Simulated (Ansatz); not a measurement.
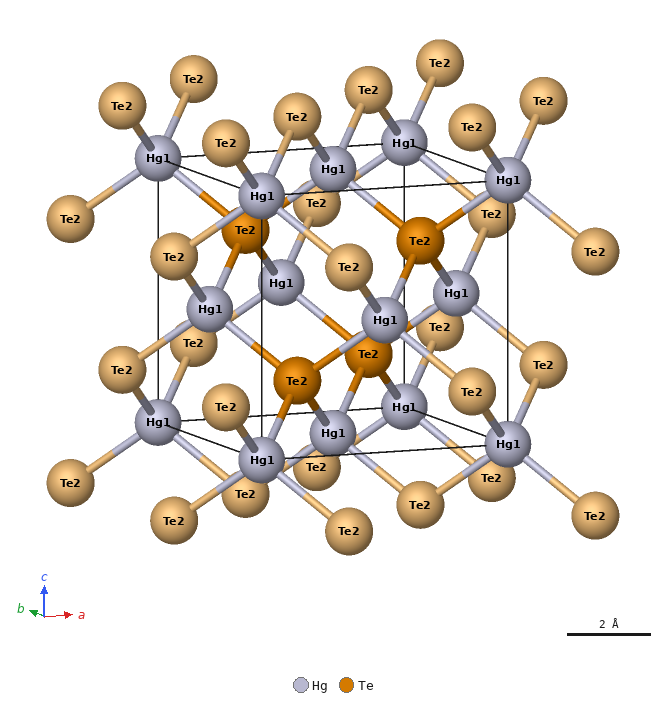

*The structure as given in the input (ball-and-stick view of the cell 4 times as large as that of the calculation, set on its symmetry axes, seen slightly off an axis; neighbours outside the cell are drawn fainter; atoms are numbered from 1 in the order of the input). An atom can appear more than once, as a periodic image.*

Near neighbours in the periodic cell (some may lie outside the picture): Hg has 4 Te at 2.79 Å; Te has 4 Hg at 2.79 Å.

**Geometry relaxation, with input and output: HgTe (part 1 of 2)**

HgTe (F-43m, 2 atoms in the cell), computed with DFT PBE, scalar-relativistic, plane waves, PAW, no spin polarisation (Ansatz 0.2.0).

The structure derives from an entry of the Crystallography Open Database. Figures and captions count atoms from 1; the log counts them from 0 in places.

Input file
```yaml
crystal:
  lattice:
    - [0.0, 3.2235, 3.2235]
    - [3.2235, 0.0, 3.2235]
    - [3.2235, 3.2235, 0.0]
  atoms:
    - { symbol: Hg, position: [0.0, 0.0, 0.0] }
    - { symbol: Te, position: [0.75, 0.75, 0.75] }
basis:
  ecutwfc: 420
kpoints:
  mp_grid: { grid: [12, 12, 12] }
hamiltonian:
  xc: pbe
scf:
  occupations: { method: gaussian, width: 0.1 }
output:
  forces: true
  stress: true
  eigenvalues: true
  write_density: true
  write_potential: true
  elf: true
  volumetric_format: npy
relax:
  adjacent_minimum: "off"
  f_tol: 0.005
  max_steps: 80
  cell: { stress_tol: 0.05 }
```

Hardware: 2 threads of AMD EPYC (Zen 5), 16 GiB of memory available, shared host.

Run as:
```bash
ansatz run input.yaml --threads 2 --pin off --max-ram 5120MiB --backend cpu --events-out ev --progress --plain --runs-dir out
```

Output
```
Engine: ansatz 0.2.0, x86_64-unknown-linux-gnu
Pseudopotentials: kind: paw
Pseudopotential: Hg, paw, valence charge 20, recommended cutoff 420 eV (normal), Hg.paw.azcp
Pseudopotential: Te, paw, valence charge 16, recommended cutoff 420 eV (normal), Te.paw.azcp
Functional definition: PBE
  parameter kappa = 0.804
  parameter beta = 0.06672455060314922
  exchange = pbe_x(kappa = kappa, mu = beta*pi^2/3)
  correlation = pbe_c(beta = beta)
Crystal: 2 atoms, lattice volume = 66.990 Å³
Basis set: ecut = 420 eV, 1363 PW (Γ), exchange–correlation on 64×64×64 points (8 copies of the dense FFT grid, shifted against one another)
Bands: 22, of which v1, the nominal top of the filled ones, is band 18 counted from 1 (17 counted from 0)
Symmetry: 24 space group operations
Space group: F-43m (ITA 216), of the structure as read, at distance tolerance 4.1e-5 Å
k-points: 72 of 1728 (time reversal used)
Non-local potential: Hg, projectors of the file, l = 0: 3, l = 1: 2, l = 2: 2, l = 3: 1
Non-local potential: Te, projectors of the file, l = 0: 2, l = 1: 2, l = 2: 2, l = 3: 2
PAW form: soft (Blöchl's): semilocal exchange-correlation on the pseudo side does not see the compensation charge
PAW one-centre angular grid: Hg, 590 points (default); XC on 64 Gauss nodes
PAW one-centre angular grid: Te, 590 points (default); XC on 64 Gauss nodes
Initial density: superposition of atomic densities (neutral atoms: chi_scale 0, normalization atom), corrected by the library's trained network
Initial wavefunctions: pseudopotential atomic-orbital guess
Functional: x = pbe(κ = 0.804, μ = 0.2195149727645171), c = pbe(β = 0.06672455060314922)
SCF iter   1: F=—  HF=-20793.674306 eV  |F-HF|=—  |Δ(HF+E_count)|=         —  Δρ=1.21e-3  dr2=2.12e-3  ethr=1.77e-3  ⟨swp⟩=5.9  Hψ=7428  notcnv=0
preconditioner: auto → none  [insulator: Δε(μ)=0.447 eV  Ē_g=10.655 eV  σ=0.100 eV  W_gap=0.81  n_scr=14 (ndim 8)  ℏωp=19.2 eV  f_vac=0.182  D(μ)=0.03/eV (n_scr^D=0)  ε∞_Penn≈4.3]
SCF iter   2: F=—  HF=-20793.674055 eV  |F-HF|=—  |Δ(HF+E_count)|=   2.51e-4  Δρ=5.38e-4  dr2=2.30e-4  ethr=5.89e-6  ⟨swp⟩=2.4  Hψ=2937  notcnv=0
SCF iter   3: F=—  HF=-20793.674139 eV  |F-HF|=—  |Δ(HF+E_count)|=   8.41e-5  Δρ=2.33e-4  dr2=3.43e-5  ethr=6.40e-7  ⟨swp⟩=2.0  Hψ=2190  notcnv=0
SCF iter   4: F=—  HF=-20793.674189 eV  |F-HF|=—  |Δ(HF+E_count)|=   4.97e-5  Δρ=9.22e-5  dr2=6.59e-6  ethr=9.53e-8  ⟨swp⟩=2.0  Hψ=2195  notcnv=0
SCF iter   5: F=—  HF=-20793.674204 eV  |F-HF|=—  |Δ(HF+E_count)|=   1.53e-5  Δρ=2.08e-5  dr2=2.68e-7  ethr=1.83e-8  ⟨swp⟩=2.0  Hψ=2233  notcnv=0
SCF iter   6: F=-20793.674206 eV  HF=-20793.674206 eV  |F-HF|=3.64e-8  |Δ(HF+E_count)|=   1.17e-6  Δρ=3.42e-6  dr2=8.17e-9  ethr=2.78e-10  ⟨swp⟩=12.4  Hψ=12062  notcnv=0
SCF 1 converged in 6 iterations: F = -20793.674206 eV  dr2 = 8.17e-9
  greatest PAW one-centre occupation: 1.000 electrons in one spin orbital (limit 2), on the Hg atom at site 0 (counted from 0), in its partial waves of l = 0
relax step   1: F+E_penalty+E_count = -20793.67420559 eV  Δ(F+E_penalty+E_count) = +0.000e0 eV  max|allowed force component| = 7.170e-17 eV/Å  Δτ_max = 0.0000 Å  P = +4.063 GPa  Ω = 66.990 Å³  (6 SCF iters, dr2 threshold 1.00e-7 eV, accepted)
Crystal: 2 atoms, lattice volume = 77.072 Å³
Basis set: ecut = 420 eV, 1459 PW (Γ), exchange–correlation on 64×64×64 points (8 copies of the dense FFT grid, shifted against one another)
Initial density: handed on by an earlier stage of this run
Initial wavefunctions: those handed on with the density
iter 1 solved again at ethr=5.33e-5 eV; its pass at ethr=3.10e-3 eV (dr2=1.92e-2 eV) is discarded
SCF iter   1: F=—  HF=-20793.736366 eV  |F-HF|=—  |Δ(HF+E_count)|=         —  Δρ=4.20e-3  dr2=1.96e-2  ethr=5.33e-5  ⟨swp⟩=1.0  Hψ=10088  notcnv=0
preconditioner: auto → none  [insulator: Δε(μ)=0.305 eV  Ē_g=10.092 eV  σ=0.100 eV  W_gap=0.86  n_scr=14 (ndim 8)  ℏωp=17.9 eV  f_vac=0.228  D(μ)=0.03/eV (n_scr^D=0)  ε∞_Penn≈4.2]
SCF iter   2: F=—  HF=-20793.732374 eV  |F-HF|=—  |Δ(HF+E_count)|=   3.99e-3  Δρ=1.94e-3  dr2=3.37e-3  ethr=5.33e-5  ⟨swp⟩=2.0  Hψ=2187  notcnv=0
SCF iter   3: F=—  HF=-20793.731592 eV  |F-HF|=—  |Δ(HF+E_count)|=   7.82e-4  Δρ=7.36e-4  dr2=3.06e-4  ethr=9.36e-6  ⟨swp⟩=2.0  Hψ=2727  notcnv=0
SCF iter   4: F=—  HF=-20793.731755 eV  |F-HF|=—  |Δ(HF+E_count)|=   1.63e-4  Δρ=8.49e-5  dr2=4.25e-6  ethr=8.51e-7  ⟨swp⟩=2.0  Hψ=2233  notcnv=0
SCF iter   5: F=—  HF=-20793.731758 eV  |F-HF|=—  |Δ(HF+E_count)|=   2.58e-6  Δρ=2.09e-5  dr2=2.49e-7  ethr=1.18e-8  ⟨swp⟩=2.0  Hψ=2594  notcnv=0
SCF iter   6: F=-20793.731758 eV  HF=-20793.731758 eV  |F-HF|=1.21e-9  |Δ(HF+E_count)|=   3.94e-7  Δρ=4.40e-6  dr2=1.45e-8  ethr=5.56e-10  ⟨swp⟩=11.2  Hψ=11647  notcnv=0
SCF 2 converged in 6 iterations: F = -20793.731758 eV  dr2 = 1.45e-8
relax step   2: F+E_penalty+E_count = -20793.73175794 eV  Δ(F+E_penalty+E_count) = -5.755e-2 eV  max|allowed force component| = 3.701e-17 eV/Å  Δτ_max = 0.0000 Å  P = -1.408 GPa  Ω = 77.072 Å³  energy of the carried Pulay correction = -2.063e-3 eV  (6 SCF iters, dr2 threshold 2.00e-7 eV, accepted)
Crystal: 2 atoms, lattice volume = 74.199 Å³
iter 1 solved again at ethr=2.64e-6 eV; its pass at ethr=3.10e-3 eV (dr2=9.50e-4 eV) is discarded
SCF iter   1: F=—  HF=-20793.748139 eV  |F-HF|=—  |Δ(HF+E_count)|=         —  Δρ=1.03e-3  dr2=1.06e-3  ethr=2.64e-6  ⟨swp⟩=1.9  Hψ=9257  notcnv=0
preconditioner: auto → none  [insulator: Δε(μ)=0.348 eV  Ē_g=10.155 eV  σ=0.100 eV  W_gap=0.85  n_scr=14 (ndim 8)  ℏωp=18.3 eV  f_vac=0.204  D(μ)=0.03/eV (n_scr^D=0)  ε∞_Penn≈4.2]
SCF iter   2: F=—  HF=-20793.747921 eV  |F-HF|=—  |Δ(HF+E_count)|=   2.19e-4  Δρ=4.51e-4  dr2=1.71e-4  ethr=2.64e-6  ⟨swp⟩=2.0  Hψ=2161  notcnv=0
SCF iter   3: F=—  HF=-20793.747877 eV  |F-HF|=—  |Δ(HF+E_count)|=   4.40e-5  Δρ=1.83e-4  dr2=1.72e-5  ethr=4.75e-7  ⟨swp⟩=2.0  Hψ=2161  notcnv=0
SCF iter   4: F=-20793.747884 eV  HF=-20793.747884 eV  |F-HF|=2.05e-7  |Δ(HF+E_count)|=   7.03e-6  Δρ=2.06e-5  dr2=1.82e-7  ethr=5.56e-10  ⟨swp⟩=9.2  Hψ=12492  notcnv=0
SCF 3 converged in 4 iterations: F = -20793.747884 eV  dr2 = 1.82e-7
relax step   3: F+E_penalty+E_count = -20793.74788382 eV  Δ(F+E_penalty+E_count) = -1.613e-2 eV  max|allowed force component| = 4.337e-17 eV/Å  Δτ_max = 0.0000 Å  P = -0.284 GPa  Ω = 74.199 Å³  energy of the carried Pulay correction = -1.505e-3 eV  (4 SCF iters, dr2 threshold 2.00e-7 eV, accepted)
Crystal: 2 atoms, lattice volume = 73.507 Å³
iter 1 solved again at ethr=1.12e-7 eV; its pass at ethr=3.10e-3 eV (dr2=4.05e-5 eV) is discarded
SCF iter   1: F=—  HF=-20793.748596 eV  |F-HF|=—  |Δ(HF+E_count)|=         —  Δρ=2.78e-4  dr2=7.46e-5  ethr=1.12e-7  ⟨swp⟩=3.0  Hψ=9144  notcnv=0
eigensolver tolerance schedule calibrated: the retry pair's looser diagonalisation under-reported the residual by θ = 0.46 (0.10/decade); ethr = c·dr2/N_el runs at the constant in force after the calibration composes with the one it found (an armed cap, an earlier calibration), c = 9.4e-2
preconditioner: auto → none  [insulator: Δε(μ)=0.355 eV  Ē_g=10.209 eV  σ=0.100 eV  W_gap=0.84  n_scr=14 (ndim 8)  ℏωp=18.4 eV  f_vac=0.202  D(μ)=0.03/eV (n_scr^D=0)  ε∞_Penn≈4.2]
SCF iter   2: F=—  HF=-20793.748582 eV  |F-HF|=—  |Δ(HF+E_count)|=   1.46e-5  Δρ=1.25e-4  dr2=1.24e-5  ethr=1.12e-7  ⟨swp⟩=2.0  Hψ=2809  notcnv=0
SCF iter   3: F=—  HF=-20793.748579 eV  |F-HF|=—  |Δ(HF+E_count)|=   2.49e-6  Δρ=5.24e-5  dr2=1.39e-6  ethr=3.24e-8  ⟨swp⟩=2.0  Hψ=2161  notcnv=0
SCF iter   4: F=-20793.748580 eV  HF=-20793.748580 eV  |F-HF|=2.23e-8  |Δ(HF+E_count)|=   8.16e-7  Δρ=6.79e-6  dr2=2.24e-8  ethr=5.24e-10  ⟨swp⟩=11.8  Hψ=11880  notcnv=0
SCF 4 converged in 4 iterations: F = -20793.748580 eV  dr2 = 2.24e-8
relax step   4: F+E_penalty+E_count = -20793.74857994 eV  Δ(F+E_penalty+E_count) = -6.961e-4 eV  max|allowed force component| = 3.675e-17 eV/Å  Δτ_max = 0.0000 Å  P = +0.029 GPa  Ω = 73.507 Å³  energy of the carried Pulay correction = -1.367e-3 eV  (4 SCF iters, dr2 threshold 2.00e-7 eV, accepted)
Initial wavefunctions: pseudopotential atomic-orbital guess (no wavefunctions were taken with the density)
iter 1 solved again at ethr=9.14e-8 eV; its pass at ethr=3.10e-3 eV (dr2=3.29e-5 eV) is discarded
SCF iter   1: F=—  HF=-20793.744991 eV  |F-HF|=—  |Δ(HF+E_count)|=         —  Δρ=4.11e-4  dr2=5.72e-6  ethr=9.14e-8  ⟨swp⟩=4.0  Hψ=11788  notcnv=0
preconditioner: auto → none  [insulator: Δε(μ)=0.355 eV  Ē_g=10.216 eV  σ=0.100 eV  W_gap=0.84  n_scr=14 (ndim 8)  ℏωp=18.4 eV  f_vac=0.203  D(μ)=0.03/eV (n_scr^D=0)  ε∞_Penn≈4.2]
SCF iter   2: F=—  HF=-20793.748504 eV  |F-HF|=—  |Δ(HF+E_count)|=   3.51e-3  Δρ=2.04e-4  dr2=1.13e-6  ethr=1.59e-8  ⟨swp⟩=2.1  Hψ=2237  notcnv=0
SCF iter   3: F=—  HF=-20793.749665 eV  |F-HF|=—  |Δ(HF+E_count)|=   1.16e-3  Δρ=3.79e-5  dr2=1.15e-7  ethr=3.13e-9  ⟨swp⟩=2.3  Hψ=2612  notcnv=0
SCF iter   4: F=—  HF=-20793.749703 eV  |F-HF|=—  |Δ(HF+E_count)|=   3.73e-5  Δρ=1.07e-5  dr2=2.74e-8  ethr=3.19e-10  ⟨swp⟩=2.0  Hψ=2593  notcnv=0
SCF iter   5: F=—  HF=-20793.749705 eV  |F-HF|=—  |Δ(HF+E_count)|=   2.59e-6  Δρ=3.71e-6  dr2=3.25e-9  ethr=7.61e-11  ⟨swp⟩=2.0  Hψ=2174  notcnv=0
SCF iter   6: F=—  HF=-20793.749706 eV  |F-HF|=—  |Δ(HF+E_count)|=   3.21e-7  Δρ=6.96e-7  dr2=1.85e-10  ethr=9.02e-12  ⟨swp⟩=2.0  Hψ=2233  notcnv=0
SCF iter   7: F=-20793.749706 eV  HF=-20793.749706 eV  |F-HF|=3.64e-11  |Δ(HF+E_count)|=   9.72e-9  Δρ=6.16e-8  dr2=2.52e-12  ethr=1.00e-12  ⟨swp⟩=5.0  Hψ=8080  notcnv=0
SCF 5 converged in 7 iterations: F = -20793.749706 eV  dr2 = 2.52e-12
relax step   5: F+E_penalty+E_count = -20793.74970571 eV  Δ(F+E_penalty+E_count) = -1.126e-3 eV  max|allowed force component| = 2.689e-17 eV/Å  Δτ_max = 0.0000 Å  P = +0.016 GPa  Ω = 73.507 Å³  stress off target by 1.62e-2 GPa  SCF on the basis re-selected at this cell (its energy is not comparable with the rows above)  (7 SCF iters)
```

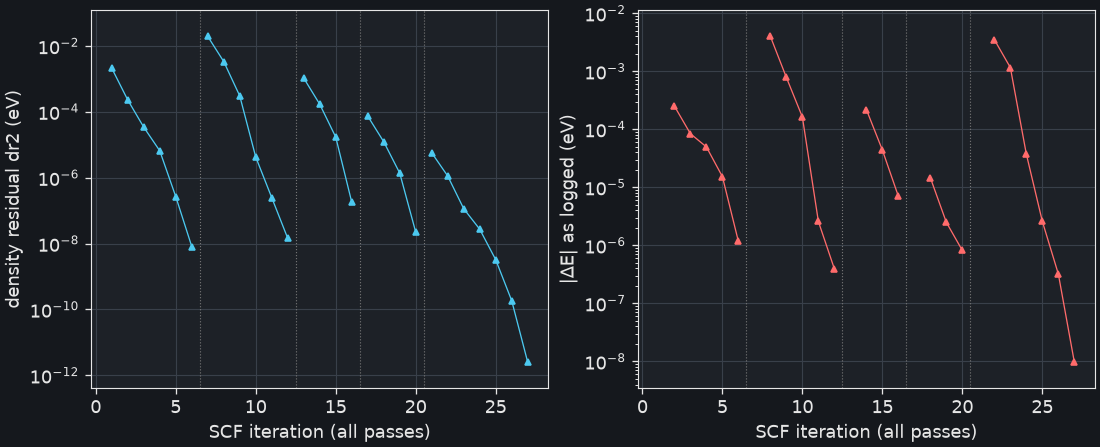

*Convergence of the self-consistent field: density residual dr2 and size of the energy change against the SCF iteration. The dotted lines part the SCF passes of the relaxation: geometry steps, rejected trials and re-solves on a re-selected basis.*

The 5 passes take 4 to 7 iterations each, 27 in all.
